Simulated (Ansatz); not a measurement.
# Ti_Al in AlN (P6_3mc): charge-transition levels and formation energies

Aim: at which Fermi levels does Ti_Al in AlN (P6_3mc) change its charge? The model is a cell of 72 host atoms with 1 Al taken out and 1 Ti put in.

Program: Ansatz 0.2.0. Level of theory: place-levels on r2SCAN runs: charge-transition levels and formation energies with image-charge correction and potential alignment at the atomic sites; PAW set soft_1. Results are calculated unless marked as measured.

### Step 1. Starting point

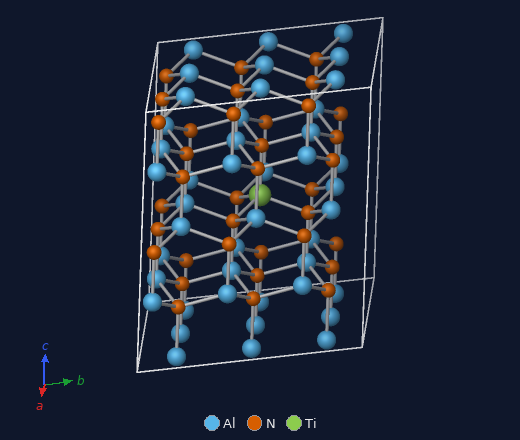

The cell as given, slightly off an axis (aluminium blue, nitrogen orange, titanium green). Some periodic images of atoms are drawn too.

The cell holds 72 atoms: 35 Al, 36 N and 1 Ti. Cell: a = 9.320 Å, b = 9.320 Å, c = 9.956 Å, α = 90.0°, β = 90.0°, γ = 120.0°. It derives from AlN (space group P6_3mc). Nearest the centre at fractional (0.444, 0.556, 0.500): Ti34 at 0.00 Å, N11 at 1.89 Å, N43 at 1.89 Å, N35 at 1.89 Å, N40 at 1.90 Å, Al9 at 3.07 Å, Al13 at 3.07 Å, Al41 at 3.07 Å.

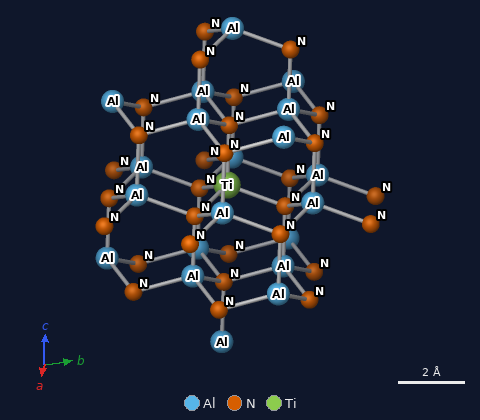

The atoms within 5 Å of the centre.

Structure file:

```xyz
72
Lattice="9.3196 0.0000 0.0000 -4.6598 8.0710 0.0000 0.0000 0.0000 9.9565" Properties=species:S:1:pos:R:3 pbc="T T T"
Al    1.5533    0.8968    2.4852
Al    0.0000    1.7936    4.9743
N     1.5533    0.8968    4.3848
N     0.0000    1.7936    1.8957
Al    1.5533    0.8968    7.4634
Al    0.0000    1.7936    9.9525
N     1.5533    0.8968    9.3631
N     0.0000    1.7936    6.8739
Al    0.0000    3.5871    2.4852
Al   -1.5533    4.4839    4.9743
N     0.0000    3.5871    4.3848
N    -1.5533    4.4839    1.8957
Al    0.0000    3.5871    7.4634
Al   -1.5533    4.4839    9.9525
N     0.0000    3.5871    9.3631
N    -1.5533    4.4839    6.8739
Al   -1.5533    6.2774    2.4852
Al   -3.1065    7.1742    4.9743
N    -1.5533    6.2774    4.3848
N    -3.1065    7.1742    1.8957
Al   -1.5533    6.2774    7.4634
Al   -3.1065    7.1742    9.9525
N    -1.5533    6.2774    9.3631
N    -3.1065    7.1742    6.8739
Al    4.6598    0.8968    2.4852
Al    3.1065    1.7936    4.9743
N     4.6598    0.8968    4.3848
N     3.1065    1.7936    1.8957
Al    4.6598    0.8968    7.4634
Al    3.1065    1.7936    9.9525
N     4.6598    0.8968    9.3631
N     3.1065    1.7936    6.8739
Al    3.1065    3.5871    2.4852
Ti    1.5533    4.4839    4.9743
N     3.1065    3.5871    4.3848
N     1.5533    4.4839    1.8957
Al    3.1065    3.5871    7.4634
Al    1.5533    4.4839    9.9525
N     3.1065    3.5871    9.3631
N     1.5533    4.4839    6.8739
Al    1.5533    6.2774    2.4852
Al    0.0000    7.1742    4.9743
N     1.5533    6.2774    4.3848
N     0.0000    7.1742    1.8957
Al    1.5533    6.2774    7.4634
Al    0.0000    7.1742    9.9525
N     1.5533    6.2774    9.3631
N     0.0000    7.1742    6.8739
Al    7.7663    0.8968    2.4852
Al    6.2130    1.7936    4.9743
N     7.7663    0.8968    4.3848
N     6.2130    1.7936    1.8957
Al    7.7663    0.8968    7.4634
Al    6.2130    1.7936    9.9525
N     7.7663    0.8968    9.3631
N     6.2130    1.7936    6.8739
Al    6.2130    3.5871    2.4852
Al    4.6598    4.4839    4.9743
N     6.2130    3.5871    4.3848
N     4.6598    4.4839    1.8957
Al    6.2130    3.5871    7.4634
Al    4.6598    4.4839    9.9525
N     6.2130    3.5871    9.3631
N     4.6598    4.4839    6.8739
Al    4.6598    6.2774    2.4852
Al    3.1065    7.1742    4.9743
N     4.6598    6.2774    4.3848
N     3.1065    7.1742    1.8957
Al    4.6598    6.2774    7.4634
Al    3.1065    7.1742    9.9525
N     4.6598    6.2774    9.3631
N     3.1065    7.1742    6.8739
```

Known beforehand: the electronic dielectric constant, (4.49, 4.49, 4.72), and the static one, (8.15, 8.15, 9.65), computed on the host (DFPT, PBEsol, on the r2SCAN cell), and a cell off the functional's own equilibrium shifts the ionic part.

The cell's shortest repeat is 9.3 Å.

### Step 2. What was run first

Levels follow from differences of total energies between charge states, each relaxed by itself.

Each atom starts 0.05 Å or so off its site in a random direction: a symmetric start keeps its symmetry, and would miss off-centre moves and Jahn–Teller distortions. Forces are taken at one point at (¼, ¼, ¼). The cell holds 1 electron more than the neutral one, with a uniform background that keeps it neutral on the whole.

The sampling was tested on the host first: at the k-points planned (1x1x1 shifted 0.25 0.25 0.25) its energy lies -0.014 eV an atom from the dense-mesh value, under the bound of 0.02 eV set for this test; that bounds the host's error, not the defect's.

One state's input; the others differ in charge, spin, start and seed, and in occupations where the table says so.

Contents of qm1.relax/input.yaml:

```yaml
crystal:
  lattice:
    - [9.31956554, 9.0e-08, 0.0]
    - [-4.65978284, 8.07098046, 0.0]
    - [0.0, 0.0, 9.95647772]
  atoms:
    - { symbol: Al, position: [0.22222222, 0.11111111, 0.24960167] }
    - { symbol: Al, position: [0.11111111, 0.22222222, 0.49960167] }
    - { symbol: "N", position: [0.22222222, 0.11111111, 0.44039833] }
    - { symbol: "N", position: [0.11111111, 0.22222222, 0.19039833] }
    - { symbol: Al, position: [0.22222222, 0.11111111, 0.74960167] }
    - { symbol: Al, position: [0.11111111, 0.22222222, 0.99960167] }
    - { symbol: "N", position: [0.22222222, 0.11111111, 0.94039833] }
    - { symbol: "N", position: [0.11111111, 0.22222222, 0.69039833] }
    - { symbol: Al, position: [0.22222222, 0.44444444, 0.24960167] }
    - { symbol: Al, position: [0.11111111, 0.55555556, 0.49960167] }
    - { symbol: "N", position: [0.22222222, 0.44444444, 0.44039833] }
    - { symbol: "N", position: [0.11111111, 0.55555556, 0.19039833] }
    - { symbol: Al, position: [0.22222222, 0.44444444, 0.74960167] }
    - { symbol: Al, position: [0.11111111, 0.55555556, 0.99960167] }
    - { symbol: "N", position: [0.22222222, 0.44444444, 0.94039833] }
    - { symbol: "N", position: [0.11111111, 0.55555556, 0.69039833] }
    - { symbol: Al, position: [0.22222222, 0.77777778, 0.24960167] }
    - { symbol: Al, position: [0.11111111, 0.88888889, 0.49960167] }
    - { symbol: "N", position: [0.22222222, 0.77777778, 0.44039833] }
    - { symbol: "N", position: [0.11111111, 0.88888889, 0.19039833] }
    - { symbol: Al, position: [0.22222222, 0.77777778, 0.74960167] }
    - { symbol: Al, position: [0.11111111, 0.88888889, 0.99960167] }
    - { symbol: "N", position: [0.22222222, 0.77777778, 0.94039833] }
    - { symbol: "N", position: [0.11111111, 0.88888889, 0.69039833] }
    - { symbol: Al, position: [0.55555556, 0.11111111, 0.24960167] }
    - { symbol: Al, position: [0.44444444, 0.22222222, 0.49960167] }
    - { symbol: "N", position: [0.55555556, 0.11111111, 0.44039833] }
    - { symbol: "N", position: [0.44444444, 0.22222222, 0.19039833] }
    - { symbol: Al, position: [0.55555556, 0.11111111, 0.74960167] }
    - { symbol: Al, position: [0.44444444, 0.22222222, 0.99960167] }
    - { symbol: "N", position: [0.55555556, 0.11111111, 0.94039833] }
    - { symbol: "N", position: [0.44444444, 0.22222222, 0.69039833] }
    - { symbol: Al, position: [0.55555556, 0.44444444, 0.24960167] }
    - { symbol: Ti, position: [0.44444444, 0.55555556, 0.49960167] }
    - { symbol: "N", position: [0.55555556, 0.44444444, 0.44039833] }
    - { symbol: "N", position: [0.44444444, 0.55555556, 0.19039833] }
    - { symbol: Al, position: [0.55555556, 0.44444444, 0.74960167] }
    - { symbol: Al, position: [0.44444444, 0.55555556, 0.99960167] }
    - { symbol: "N", position: [0.55555556, 0.44444444, 0.94039833] }
    - { symbol: "N", position: [0.44444444, 0.55555556, 0.69039833] }
    - { symbol: Al, position: [0.55555556, 0.77777778, 0.24960167] }
    - { symbol: Al, position: [0.44444444, 0.88888889, 0.49960167] }
    - { symbol: "N", position: [0.55555556, 0.77777778, 0.44039833] }
    - { symbol: "N", position: [0.44444444, 0.88888889, 0.19039833] }
    - { symbol: Al, position: [0.55555556, 0.77777778, 0.74960167] }
    - { symbol: Al, position: [0.44444444, 0.88888889, 0.99960167] }
    - { symbol: "N", position: [0.55555556, 0.77777778, 0.94039833] }
    - { symbol: "N", position: [0.44444444, 0.88888889, 0.69039833] }
    - { symbol: Al, position: [0.88888889, 0.11111111, 0.24960167] }
    - { symbol: Al, position: [0.77777778, 0.22222222, 0.49960167] }
    - { symbol: "N", position: [0.88888889, 0.11111111, 0.44039833] }
    - { symbol: "N", position: [0.77777778, 0.22222222, 0.19039833] }
    - { symbol: Al, position: [0.88888889, 0.11111111, 0.74960167] }
    - { symbol: Al, position: [0.77777778, 0.22222222, 0.99960167] }
    - { symbol: "N", position: [0.88888889, 0.11111111, 0.94039833] }
    - { symbol: "N", position: [0.77777778, 0.22222222, 0.69039833] }
    - { symbol: Al, position: [0.88888889, 0.44444444, 0.24960167] }
    - { symbol: Al, position: [0.77777778, 0.55555556, 0.49960167] }
    - { symbol: "N", position: [0.88888889, 0.44444444, 0.44039833] }
    - { symbol: "N", position: [0.77777778, 0.55555556, 0.19039833] }
    - { symbol: Al, position: [0.88888889, 0.44444444, 0.74960167] }
    - { symbol: Al, position: [0.77777778, 0.55555556, 0.99960167] }
    - { symbol: "N", position: [0.88888889, 0.44444444, 0.94039833] }
    - { symbol: "N", position: [0.77777778, 0.55555556, 0.69039833] }
    - { symbol: Al, position: [0.88888889, 0.77777778, 0.24960167] }
    - { symbol: Al, position: [0.77777778, 0.88888889, 0.49960167] }
    - { symbol: "N", position: [0.88888889, 0.77777778, 0.44039833] }
    - { symbol: "N", position: [0.77777778, 0.88888889, 0.19039833] }
    - { symbol: Al, position: [0.88888889, 0.77777778, 0.74960167] }
    - { symbol: Al, position: [0.77777778, 0.88888889, 0.99960167] }
    - { symbol: "N", position: [0.88888889, 0.77777778, 0.94039833] }
    - { symbol: "N", position: [0.77777778, 0.88888889, 0.69039833] }
  host:
    repeats: [3, 3, 2]
    atoms:
      - { symbol: Al, position: [0.66666667, 0.33333333, 0.49920333] }
      - { symbol: Al, position: [0.33333333, 0.66666667, 0.99920333] }
      - { symbol: "N", position: [0.66666667, 0.33333333, 0.88079667] }
      - { symbol: "N", position: [0.33333333, 0.66666667, 0.38079667] }
total_charge: -1
basis:
  ecutwfc: 500
  xc_grid: 2
hamiltonian:
  xc: r2scan
  pseudopotentials: { kind: paw, azcp: { folder: soft_1 } }
kpoints:
  mp_grid: { grid: [1, 1, 1], shift: [0.25, 0.25, 0.25] }
scf:
  occupations: { method: fixed }
  max_iter: 100
output:
  forces: true
  charged_corrections:
    epsilon: [4.49, 4.49, 4.72]
    static_epsilon: [8.15, 8.15, 9.65]
    defect_position: [0.444444, 0.555556, 0.499602]
relax:
  f_tol: 0.02
  max_steps: 80
  random_displacement: { amplitude: 0.05, seed: 7207 }
checkpoint:
  write: "../qm1.relax.run"
  compress: false
  write_wavefunctions: true
  write_every: 100000
```

Command:

```sh
> ansatz run input.yaml --threads 4 --pin off --max-ram 7536MiB --backend cpu --events-out ev --progress --plain --runs-dir out
```

The relaxed structure is kept and the sampling changed to a 2×2×2 shifted mesh.

The run of this state that the levels use, under r2SCAN:

Contents of qm1.point/input.yaml:

```yaml
crystal:
  checkpoint: "../qm1.relax.run"
  host: checkpoint
total_charge: -1
basis:
  ecutwfc: 500
  xc_grid: 2
hamiltonian:
  xc: r2scan
  pseudopotentials: { kind: paw, azcp: { folder: soft_1 } }
kpoints:
  mp_grid: { grid: [2, 2, 2], shift: [0.5, 0.5, 0.5] }
scf:
  occupations: { method: fermi_dirac, width: 0.01 }
  max_iter: 100
output:
  forces: true
  eigenvalues: true
  charged_corrections:
    epsilon: [4.49, 4.49, 4.72]
    static_epsilon: [8.15, 8.15, 9.65]
    defect_position: [0.444444, 0.555556, 0.499602]
  eigenstates: { localisation: true }
  populations: true
  band_densities: [{ bands: [v1, v1] }, { bands: [c1, c1] }]
  write_density: true
  write_potential: true
  volumetric_format: npy
checkpoint:
  read: "../qm1.relax.run"
  write: "../qm1.point.run"
  compress: false
  write_wavefunctions: false
  write_every: 100000
```

Relaxations under r2SCAN at one point at (¼, ¼, ¼); times on 4 threads of Arm Neoverse V1, shared host:

```tsv
charge	moment (μB)	occupations	outcome	steps	largest displacement against the far atoms (Å)	time
−1	0	fixed	converged	9	0.25	2.3 min
−1	2	fixed	not converged	-	-	4.6 min
−1	2	fermi-dirac	converged	8	0.21	14 min
0	1	fixed	converged	7	0.12	4.1 min
+1	0	fixed	converged	5	0.05	79 s
```

Single points under r2SCAN at a 2×2×2 shifted mesh; times on 4 threads of Arm Neoverse V1, shared host:

```tsv
charge	moment (μB)	occupations	outcome	time
−1	0	fermi-dirac	converged	85 s
−1	2	fermi-dirac	converged	3.5 min
0	1	fermi-dirac	converged	3.4 min
+1	0	fermi-dirac	converged	80 s
```

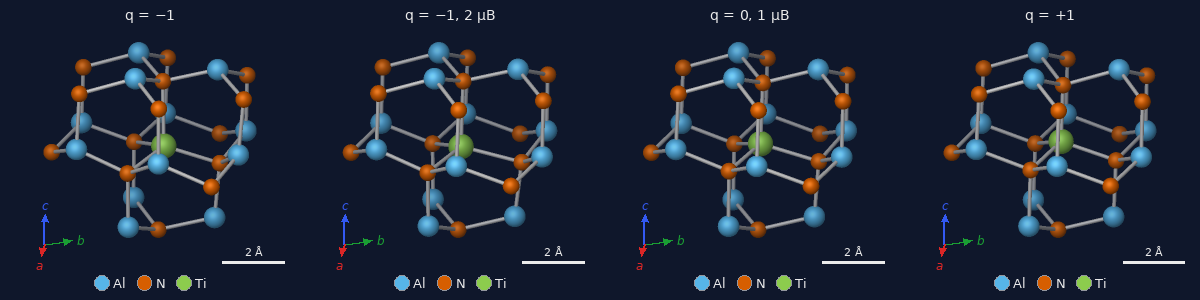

The structures near the centre after relaxation with r2SCAN, by charge.

Distances (Å) from Ti34 to the nearest atoms after relaxation with r2SCAN:

```tsv
charge	moment (μB)	1.	2.	3.	4.	5.	6.
−1	0	N 1.93	N 1.94	N 2.16	N 2.17	Al 2.86	Al 2.86
−1	2	N 2.04	N 2.05	N 2.05	N 2.22	N 2.82	Al 2.93
0	1	N 1.94	N 2.00	N 2.00	N 2.07	N 2.93	Al 3.00
+1	0	N 1.91	N 1.92	N 1.92	N 1.93	N 3.02	Al 3.08
```

### Step 3. place-levels, r2SCAN

A charged cell interacts with its images and the background, and its potential has another zero than the host's. place-levels removes the first by a point-charge model, screened by the static dielectric constant since the ions have relaxed around the charge, and the second by comparing potentials at atoms far from the defect.

The host is a run of the defect-free crystal in the same cutoffs, grids and k-points, so that basis and sampling errors cancel in part in the differences. The host is run in a cell of 8 atoms on a matching mesh. Its band edges are searched through the zone by a band path, so the gap is smaller than, or equal to, that on the mesh. Chemical potentials are energies per atom of Al (fcc) and Ti (hcp), run with the same functional and cutoff.

Contents of levels.point.yaml:

```yaml
host:
  run: host.point.run
states: [qm1.point.run, qm1_M2.point.run, q0_M1.point.run, qp1.point.run]
geometry_from:
  qm1.point.run: qm1.relax.run
  qm1_M2.point.run: qm1_M2.relax_smeared.run
  q0_M1.point.run: q0_M1.relax.run
  qp1.point.run: qp1.relax.run
  host.point.run: host.relax.run
chemical_potentials:
  Al:
    energy: -540.418346
    dataset: <sha256 of the dataset>
  Ti:
    energy: -2504.373567
    dataset: <sha256 of the dataset>
epsilon: [4.49, 4.49, 4.72]
static_epsilon: [8.15, 8.15, 9.65]
vertical:
  - { from: qm1.point.run, to: qm1.point_neutral.run }
  - { from: qm1_M2.point.run, to: qm1_M2.point_neutral.run }
  - { from: qp1.point.run, to: qp1.point_neutral.run }
```

Command:

```sh
> ansatz place-levels levels.point.yaml -- --threads 4 --pin off --max-ram 7536MiB
```

Numbers of over 12 decimals in the logs are rounded to 6 here.

The program printed:

```text
[... repeated set-up lines and file paths are left out, and long positions are rounded to six places ...]
(+1/0) 3.266 eV above the valence edge, 1.612 eV under the conduction edge
(0/-1) 4.485 eV above the valence edge, 0.393 eV under the conduction edge
formation energy of charge +1: -1.716 eV with the Fermi level at the valence edge
formation energy of charge 0: +1.550 eV with the Fermi level at the valence edge
formation energy of charge -1: +6.034 eV with the Fermi level at the valence edge
vertical -1 to 0: no energy, since no alignment is typed
  the change from vertical[0].from (qm1.point.run) to vertical[0].to (qm1.point_neutral.run): by its potential at epsilon [4.49, 4.49, 4.72] it stands at 0.583 0.606 0.518, with an rms radius of about 1.9 Å (1.3 1.0 0.9 Å across the planes of the cell's [...]
vertical -1 to 0: no energy, since no alignment is typed
  the change from vertical[1].from (qm1_M2.point.run) to vertical[1].to (qm1_M2.point_neutral.run): by its potential at epsilon [4.49, 4.49, 4.72] it stands at 0.467 0.534 0.472, with an rms radius of about 1.3 Å (0.7 0.7 0.8 Å across the planes of the cell's [...]
vertical +1 to 0: no energy, since no alignment is typed
  the change from vertical[2].from (qp1.point.run) to vertical[2].to (qp1.point_neutral.run): by its potential at epsilon [4.49, 4.49, 4.72] it stands at 0.461 0.538 0.498, with an rms radius of about 1.5 Å (0.9 0.9 0.8 Å across the planes of the cell's [...]
  edges by r2scan, gap 4.878 eV; the host is sampled to repeats of 18.64 Å
  the defect's cells are sampled to repeats of 18.64 Å, like sampling
  charge +1: -35398.1014 eV with its correction of +0.413 eV, at epsilon [8.15, 8.15, 9.65], aligned at sites: +0.1503 eV, mean over 33 atomic sites at or beyond 4.66 Å from the host's site at [0.4444, 0.5556, 0.4997] by the defect at [0.4444, 0.5556, [...]
  charge 0: +0.000 eV for its dipole among its images, +0.000 omitted
  charge -1: -35376.5146 eV with its correction of +0.108 eV, at epsilon [8.15, 8.15, 9.65], aligned at sites: +0.1552 eV, mean over 33 atomic sites at or beyond 4.66 Å from the host's site at [0.4444, 0.5556, 0.4997] by the defect at [0.4444, 0.5556, [...]
  charge -1: states[0] (qm1.point.run) stands 0.774 eV higher, with a moment of 0.00 μB against 2.00
  of states[2] (q0_M1.point.run): stability_check_not_made
  of states[1] (qm1_M2.point.run): stability_check_not_made
  of states[0] (qm1.point.run): its displacements don't fall off away from the defect: farther atoms stand 0.018 Å off the host's places. [...]
  of vertical[0].from (qm1.point.run): its displacements don't fall off away from the defect: farther atoms stand 0.018 Å off the host's places. [...]
  of vertical[0].to (qm1.point_neutral.run): its displacements don't fall off away from the defect: farther atoms stand 0.018 Å off the host's places. [...]
  of vertical[1].from (qm1_M2.point.run): stability_check_not_made
  of vertical[1].to (qm1_M2.point_neutral.run): stability_check_not_made
  of vertical[2].to (qp1.point_neutral.run): stability_check_not_made
```

Elapsed: 0.53 s, on 4 threads of Arm Neoverse V1, shared host.

Levels between the charges placed, in eV above the valence top:

```tsv
	gap (eV)	(+1/0)	(0/−1)
r2SCAN	4.88	3.27	4.48
```

Corrections by state:

```tsv
charge	moment (μB)	image terms and alignment (eV)	band filling (eV)	ε used	over the lowest of its charge, as the program ranks them, band filling apart (eV)
+1	0.0	0.413	-	principal values (8.15, 8.15, 9.65)	0.000
0	1.0	0.000	-	-	0.000
−1	2.0	0.108	-	principal values (8.15, 8.15, 9.65)	0.000
−1	0.0	0.071	-	principal values (8.15, 8.15, 9.65)	0.774
```

The charged structures listed were also run neutral, and place-levels reads from each pair, by the potential or the spins, how wide the charge is by which they differ; that can be the carrier of either run.

```tsv
charge	rms radius (Å)	spread where it is widest against the cell (Å)	wide from (Å)	reading
+1	1.5	0.88	1.40	narrow
−1	1.3	0.72	1.40	narrow
```

The neutral runs of these pairs need not share the spin of the lowest neutral state, and very wide values only mean spread over the cell.

From the program's caveats on the states, each cut to its opening words:

- charge 0 (1 μB), −1 (2 μB): flagged: stability check not made
- charge −1: its displacements don't fall off away from the defect: farther atoms stand 0.018 Å off the host's places

The host's formation energy from the elements is -1.627 eV per atom; it sets how far the chemical potentials can move.

Limit set by the element alone; other compounds of these elements are not counted. Chemical potentials from the elements' reference states: Al 0.00 eV, N -3.25 eV, Ti 0.00 eV. Formation energies (Al-rich), with the Fermi level at the valence top and at the conduction bottom (gap 4.88 eV):

```tsv
charge	at valence top (eV)	at conduction bottom (eV)	correction included (eV)
+1	-1.72	3.16	0.41
0	1.55	1.55	0.00
−1	6.03	1.16	0.11
```

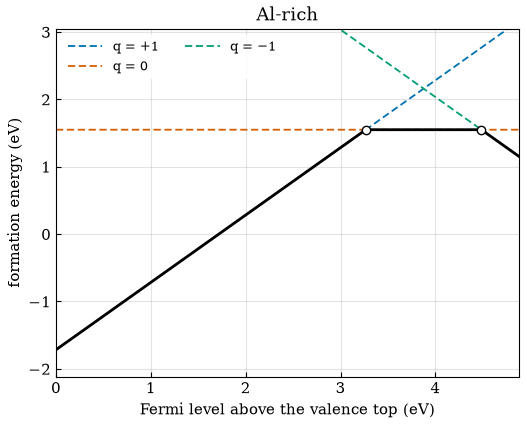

Formation energy against Fermi level; the thick line follows the lowest charge state and circles mark the transition levels.

Limit set by the element alone; other compounds of these elements are not counted. Chemical potentials from the elements' reference states: N 0.00 eV, Al -3.25 eV, Ti 0.00 eV. Formation energy by charge state (N-rich; gap 4.88 eV):

```tsv
charge	at valence top (eV)	at conduction bottom (eV)	correction included (eV)
+1	-4.97	-0.09	0.41
0	-1.70	-1.70	0.00
−1	2.78	-2.10	0.11
```

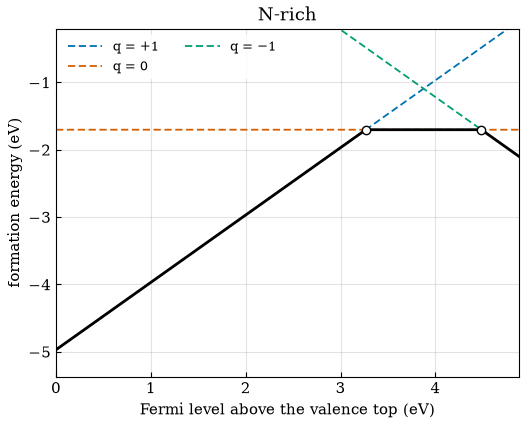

Formation energy against Fermi level; the thick line follows the lowest charge state and circles mark the transition levels.

### Step 4. What came out

* gap of the host: 4.88 eV (r2SCAN)
* level (plus 1/0): 3.27 eV above the valence top
* level (0/minus 1): 4.48 eV above the valence top
* lowest of the charges placed, just above the valence top (0.02 eV): +1
* lowest of the charges placed, just below the conduction bottom (0.02 eV): −1
* lowest formation energy at mid-gap of the charges run, Al-rich: 0.72 eV
* lowest formation energy at mid-gap of the charges run, N-rich: -2.53 eV

In words: Of the charges placed (−1, 0 and +1), the lowest changes at 3.27 eV (+1/0) and 4.48 eV (0/−1) above the valence top, in a gap of 4.88 eV. Charges above +1 and below −1 were not placed, so these runs say nothing of levels that involve them. States placed: +1 at 0 μB; 0 at 1 μB; −1 at 2 μB and 0 μB. Other spin states or structures, where not listed, weren't placed. Ti is taken at its element; compounds, which aren't counted here, bound the chemical potentials and would shift these formation energies. The lowest formation energy (N-rich) is negative across the gap, so the defect would form by itself: these chemical potentials lie beyond what competing compounds allow, or the host is unstable against it. Limits: r2SCAN makes the gap too small and tends to spread out bound carriers; where a gas molecule sets a chemical potential or the host's formation energy, its binding is uncorrected; force components of up to 0.15 eV/Å remain in a run at the final settings.

[Logs are printed without paths, hosts, clocks, repeated set-up lines and the standing remarks that a program may print on its own settings, such as how far it seeks lower states.]

[Hosts, paths, dates, database ids (printed as entryN), source tags and the programs' standing remarks are cut or masked in the printed files.]

[Where a table of states has a column of steps, it counts the stored structures, which are thinned; the runs took as many ionic steps or more.]

[A defect's name tells the site on which it was built; relaxed atoms can leave that site.]

[For some hosts the program warned that the k-mesh of the response run may be too coarse for force constants and the static dielectric constant; such warnings are not shown here.]
